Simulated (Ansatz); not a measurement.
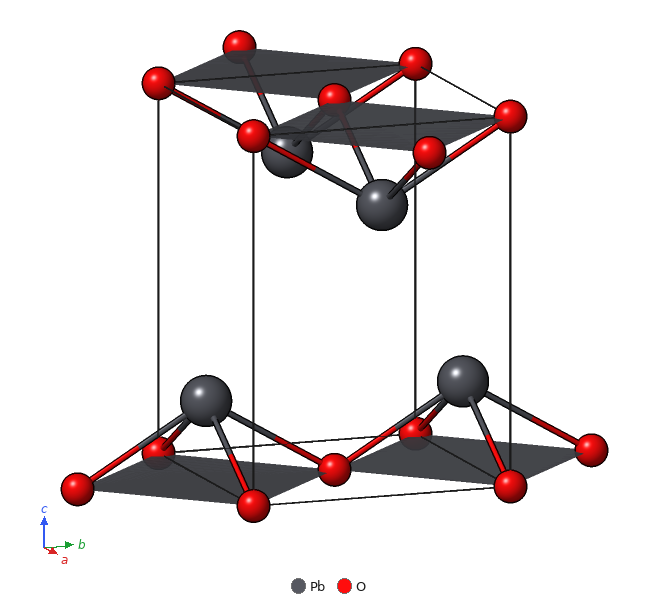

Structure drawing (polyhedral), viewed slightly off an axis. The edges of the conventional unit cell are marked. Some atoms of the next cells are drawn as well.

PbO, space group P4/nmm (No. 129), a = 4.057 Å, b = 4.057 Å, c = 5.597 Å, α = 90.00°, β = 90.00°, γ = 90.00°. The model was built from a structure type known for this compound. Earlier steps of the study may have refined or changed the cell and positions. Ansatz was used for an electronic-structure calculation on it.

This one geometry was computed with Ansatz (DFT, plane waves, PAW) at six levels of theory: LDA, PBEsol, PBE with spin-orbit coupling, HSE06, r2SCAN and PBE.

**Which level gives the highest pressure at this volume, and what does that say about its equilibrium volume?**

Highest: PBE with spin-orbit coupling (-0.1 GPa) and PBE (0.0 GPa), which points to the largest equilibrium volume. Lowest, with the smallest volume: LDA (-5.3 GPa). Levels within 0.5 GPa of each other can't be told apart.

**How does the band gap change with the level of theory?**

LDA: a gap of 1.67 eV on the k-mesh; PBE with spin-orbit coupling: a gap of 1.72 eV on the k-mesh; PBEsol: a gap of 1.73 eV on the k-mesh; PBE: a gap of 1.80 eV, indirect; r2SCAN: a gap of 2.13 eV on the k-mesh; HSE06: a gap of 2.58 eV on the k-mesh.

**Collect the results in a table.**

| level | cutoff (eV) | k-mesh of the run's cell | gap (eV) | pressure (GPa) |
| --- | --- | --- | --- | --- |
| LDA | 420 | 8×8×6 | 1.67 | -5.3 |
| PBEsol | 420 | 8×8×6 | 1.73 | -3.1 |
| PBE with spin-orbit coupling | 420 | 8×8×6 | 1.72 | -0.1 |
| HSE06 | 420 | 4×4×4 | 2.58 | -3.2 |
| r2SCAN | 500 | 8×8×6 | 2.13 | -2.9 |
| PBE | 420 | 8×8×6 | 1.80 | 0.0 |

Gaps are taken on the k-mesh or band path of each run.
